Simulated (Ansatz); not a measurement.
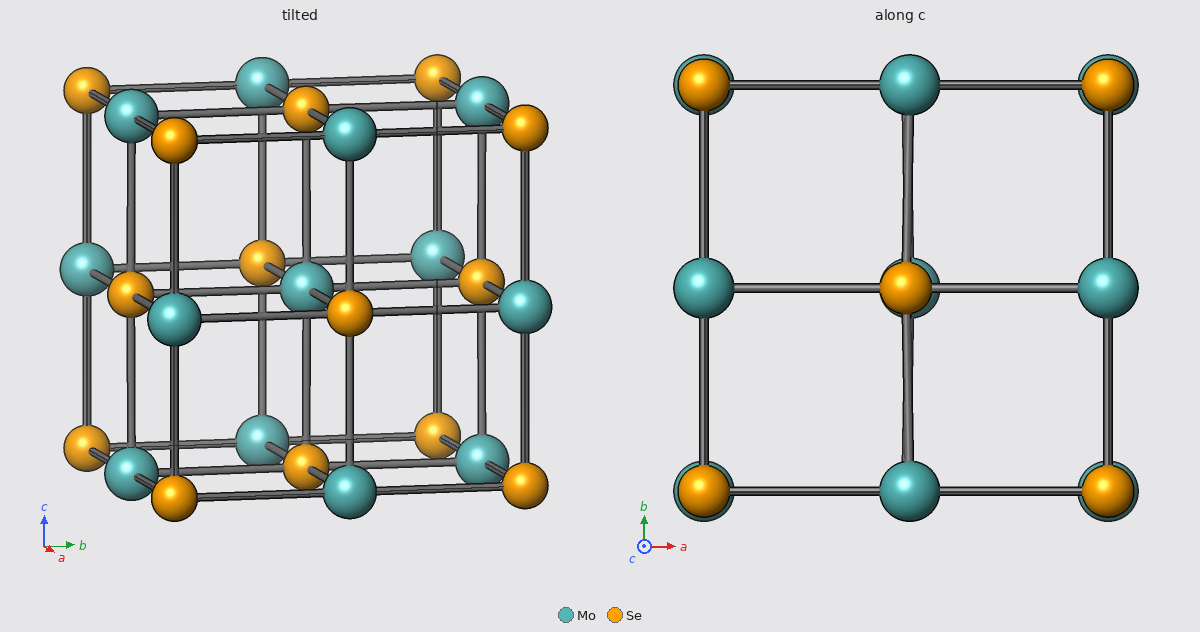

View slightly off an axis and along the c axis, drawn as a ball-and-stick model. The drawn cell (a repeat of the simulation cell) is drawn as a box. Cell: a = 5.34 Å, b = 5.37 Å, c = 5.37 Å, α = 90.00°, β = 90.00°, γ = 90.00°.

The structure was taken from a structure type filled with these elements by a generator (whether the compound takes this form wasn't checked). The cell was then strained or its atoms displaced on purpose. It was run through Ansatz as a DFT input.

Q: What can be read from this drawing?

A: The material is MoSe. Strictly the space group is P4mm (No. 99, within 0.01 Å). It is a distorted form of a face-centred cubic structure, space group Fm-3m (No. 225) within 0.25 Å: rock salt (NaCl type). Cell content 4 Mo, 4 Se; Z = 4. Each Mo is bonded to six Se in an octahedral arrangement at about 2.6 to 2.7 Å. About every Se there are six Mo in an octahedral arrangement at about 2.6 to 2.7 Å. The bonds build a three-dimensional framework.

Theory: DFT PBE, scalar-relativistic, plane waves, PAW in Ansatz. Numerical settings: a kinetic-energy cutoff of 420 eV, k-points about 0.28 Å⁻¹ apart, Gaussian smearing of 0.05 eV, collinear spins.

Q: Which atoms carry magnetic moments in this run, and how do they order?

A: The state reached is antiferromagnetic. Sizes: Mo 2.0 μB; net moment 0.0 μB in the run's cell of 4 atoms.

Q: Is it conducting or gapped at this level?

A: A metal: bands cross the Fermi level.

Q: Is this the relaxed geometry?

A: No. The largest force is 0.25 eV/Å, on Se. The pressure is 0.0 GPa, close to zero.

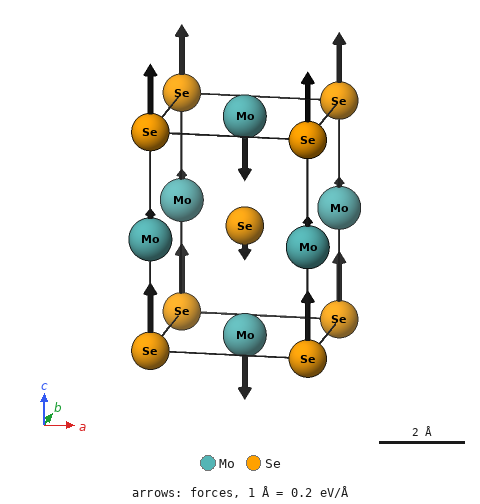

The forces as arrows. The run's cell of 4 atoms is drawn in a reduced setting, so axes and origin can differ from the first picture.
